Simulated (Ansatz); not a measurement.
A series of calculations on B32N31

**1. Relaxation**

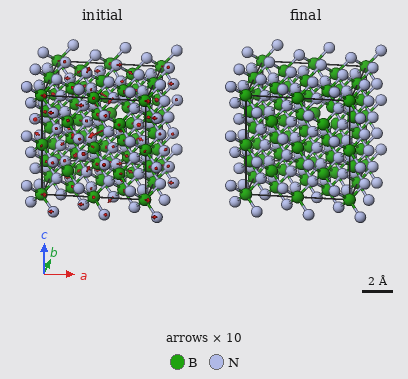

The structure of a defect cell of composition B$_{32}$N$_{31}$ (cell charge +1) before (left) and after (right) a relaxation, at one scale. The red arrows give the displacements, 10 times their true length.

Style: ball-and-stick. Shown: the cell of the calculation, from a free direction.

The atoms of the start lie slightly off their symmetric places, so part of the fall in energy undoes that.

These are results of DFT, PBEsol, PAW, plane waves (Ansatz), not measurements. (plane-wave cutoff 420 eV; k-point mesh 1 × 1 × 1; mesh shifted by (0.25, 0.25, 0.25); no spin polarisation; atoms relaxed in a fixed cell; force threshold 0.03 eV/Å; at most 80 steps)

Describe what moved and what it gained.

Answer. The atom that moves furthest is a B atom (0.12 Å along [−3 −3 −1]). By element the largest moves are B 0.12 Å, N 0.06 Å. The lattice vectors keep their values. Near-neighbour distances that change, for instance: B–N 1.587 → 1.519 Å, B–N 1.627 → 1.561 Å, B–N 1.497 → 1.560 Å, B–N 1.531 → 1.588 Å. Among the angles between lasting bonds that change: B–N–B 111.9° → 106.1°, N–B–N 114.2° → 108.9°, B–N–B 111.5° → 106.4°. Over 4 geometry steps the energy falls by 1.746 eV per cell of the calculation. The largest force component goes from 2.9 to 0.013 eV/Å.

Limits of the set-up: the periodic images lie only 7.2 Å apart, so the values are limited by the cell's size; the cell is charged, on a uniform background, and energies carry no finite-size correction.

**2. Relaxation**

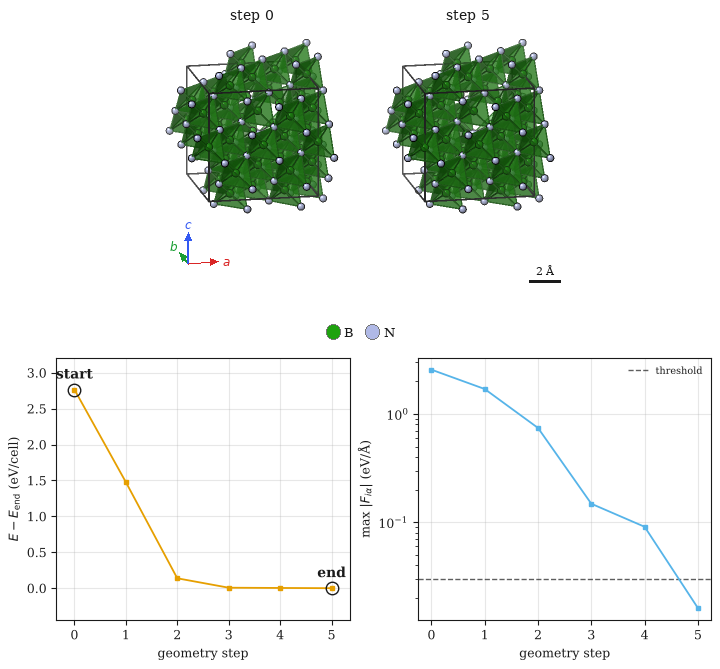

First and last geometry of a relaxation of a defect cell of composition B32N31 (cell charge +2), with the history of the run. A polyhedral model of the cell of the calculation (origin shifted), seen slightly off an axis.

The atoms of the start lie slightly off their symmetric places, so part of the fall in energy undoes that.

These are results of DFT, PBEsol, PAW, plane waves in Ansatz 0.2.0, not measurements. Settings: plane-wave cutoff 420 eV; k-point mesh 1 × 1 × 1; mesh shifted by (0.25, 0.25, 0.25); collinear spin; atoms relaxed in a fixed cell; force threshold 0.03 eV/Å; at most 80 steps.

**Did the run converge, and what did it change?**

It converged. A B atom moves most: 0.27 Å along [−3 −3 −2]. Largest moves by element: B 0.27 Å, N 0.06 Å. The lattice vectors keep their values. Among the contacts that change: B–N 1.587 → 1.486 Å, B–N 1.569 → 1.495 Å, B–N 1.531 → 1.605 Å, B–N 1.618 → 1.550 Å. Among the angles between lasting bonds that change: B–N–B 111.9° → 101.3°, B–N–B 111.0° → 101.1°, N–B–N 107.7° → 116.8°. After 5 geometry steps the energy has fallen by 2.766 eV per cell of the calculation. Largest force component: 2.6 eV/Å at the start, 0.016 eV/Å at the end. The run took 4.1 s on 1 × NVIDIA GB200 with 8 threads of Arm Neoverse-V2, peak memory 1.6 GiB.

| step | E − E(0), meV/atom | largest force component, eV/Å |
| --- | --- | --- |
| 0 | 0.00 | 2.5662 |
| 1 | -20.46 | 1.7002 |
| 2 | -41.72 | 0.7426 |
| 3 | -43.80 | 0.1481 |
| 4 | -43.86 | 0.0907 |
| 5 | -43.91 | 0.0161 |

Limits of the set-up: the periodic images lie only 7.2 Å apart, so the values are limited by the cell's size; the cell is charged, on a uniform background, and energies carry no finite-size correction.

**3. Defect**

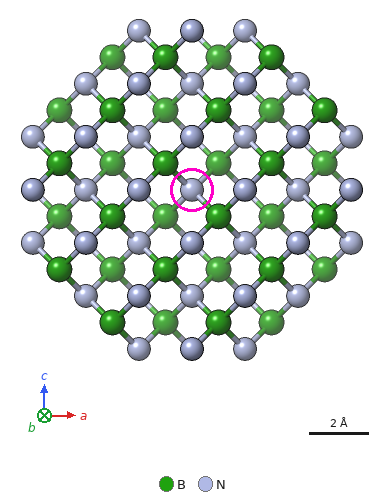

Perfect BN. Style: ball-and-stick. Shown: the atoms within 6.0 Å of one point, in a slice 5.0 Å thick across the line of sight, along the b axis.

Computed with Ansatz, DFT, PBEsol, PAW, plane waves. Set-up: plane-wave cutoff 420 eV; k-point mesh 1 × 1 × 1; mesh shifted by (0.25, 0.25, 0.25); no spin polarisation. Fermi-Dirac smearing of 0.01 eV. A uniform background neutralises the charged cell. The axes drawn are those of the host's conventional cell.

A nitrogen atom is taken out (a vacancy) at the ringed place, in charge state +3. The supercell has 64 sites, and the atoms are relaxed at the host's cell.

Question: How do the neighbours respond?

Answer: Around the empty N site the host had 4 B at 1.56 Å; after relaxation the nearest atoms are 4 B at 1.90 to 1.91 Å. Of the host's atoms, a boron atom moves furthest from its site, by 0.35 Å.

The relaxed defect, seen from the same direction:

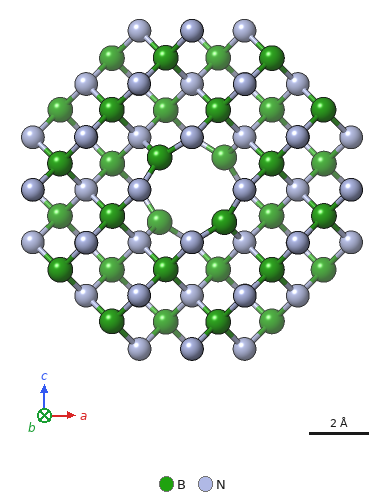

Limits of the set-up: the periodic images lie only 7.2 Å apart, so the values are limited by the cell's size; the cell is charged, on a uniform background, and energies carry no finite-size correction.

**4. Defect**

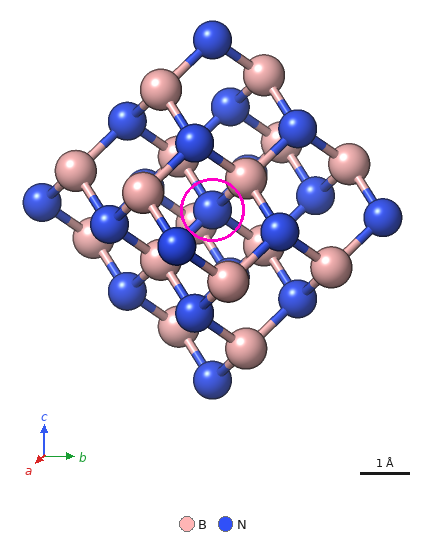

Perfect BN. The picture is a ball-and-stick view of the atoms within 3.8 Å of one point, seen slightly off an axis.

Level of theory: DFT, PBEsol, PAW, plane waves (Ansatz). (plane-wave cutoff 420 eV; k-point mesh 1 × 1 × 1; mesh shifted by (0.25, 0.25, 0.25); collinear spin) Fermi-Dirac smearing of 0.01 eV. The axes drawn are those of the host's conventional cell.

A nitrogen atom is taken out (a vacancy) at the ringed place, in charge state 0. The supercell has 64 sites, and the atoms are relaxed at the host's cell.

Predict the relaxed surroundings of the defect.

Answer. Around the empty N site the host had 4 B at 1.56 Å; after relaxation the nearest atoms are 4 B at 1.56 to 1.70 Å. Of the host's atoms, a boron atom moves furthest from its site, by 0.14 Å. The cell's net moment is 1.00 μB.

The relaxed defect, seen from the same direction:

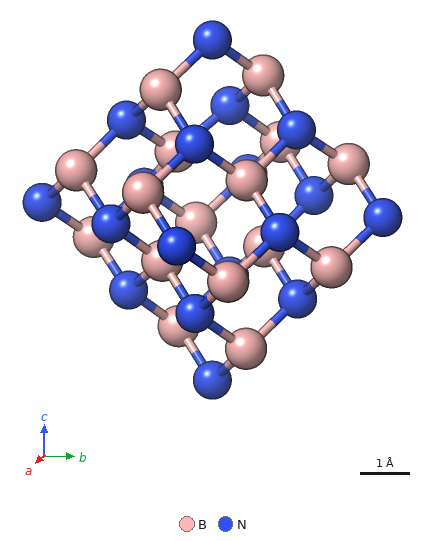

Limits of the set-up: the periodic images lie only 7.2 Å apart, so the values are limited by the cell's size.
